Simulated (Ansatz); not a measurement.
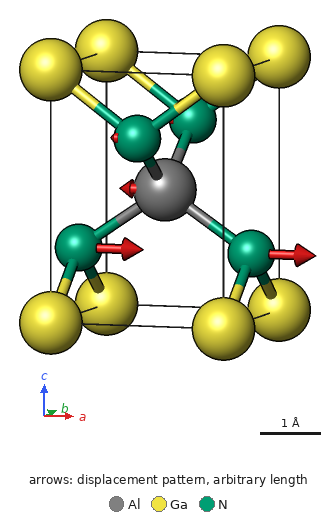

Normal modes of a crystal of AlGaN₂ relaxed at 15 GPa, space group P-4m2 (No. 115), at the zone centre. The optical levels lie at 258 (×2), 474, 640 (×2), 686, 751 (×2), 760 cm⁻¹. One mode is drawn. The red arrows give the relative displacements of the atoms. A ball-and-stick model of the cell of the calculation, seen slightly off an axis.

All numbers below come from DFT LDA, scalar-relativistic, plane waves, PAW (Ansatz 0.2.0). Settings: plane-wave cutoff 420 eV; k-point mesh 8 × 8 × 6; occupations fixed; target pressure 15 GPa; no spin polarisation.

Frequencies are those without the non-analytic (LO–TO) term.

> To which level does it belong?

The level at 751 cm⁻¹. This is the E mode (doubly degenerate; one member of the set is drawn), optical level 5 of 6, counted from below, infrared- and Raman-active by symmetry. The Ga atoms hardly move; all motion is along a; it stretches the shortest Al–N bonds (1.84 Å); the kinetic energy is shared as N 71 %, Al 29 %. Its infrared intensity is 21 (D/Å)²/amu for the set.
